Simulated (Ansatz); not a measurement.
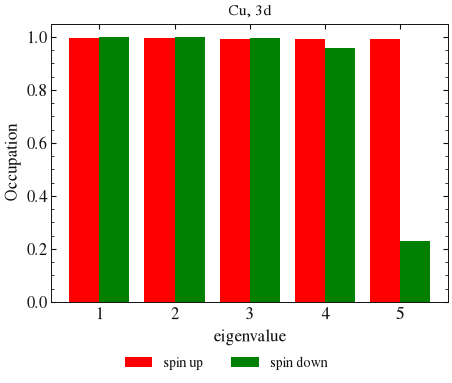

Eigenvalues of the local occupation matrix of the d shell (Löwdin-orthogonalised atomic projectors).

System: CuO, space group P4_2/mmc, 8 atoms in the cell, PtS type.

Computed with Ansatz: DFT LDA+U, scalar-relativistic, plane waves, PAW, Ueff = 8 eV on Cu atom 1 d; Ueff = 8 eV on Cu atom 2 d; Ueff = 8 eV on Cu atom 5 d; Ueff = 8 eV on Cu atom 6 d, spin-polarised, 6×6×6 k mesh, 420 eV cutoff, Gaussian smearing of 0.05 eV.

**What configuration do these occupations show?**

Counting eigenvalues over 0.6 as filled, Cu has 9 filled d states (d⁹), 5 up and 4 down; the eigenvalues sum to 9.1. The small eigenvalues come from mixing with neighbours' orbitals.

Start of the run: site moments held. Such runs often end in metastable states, so this need not be the lowest one. Moments were held by a constraint, so this isn't a free state. The cell is at −9 GPa in this functional.
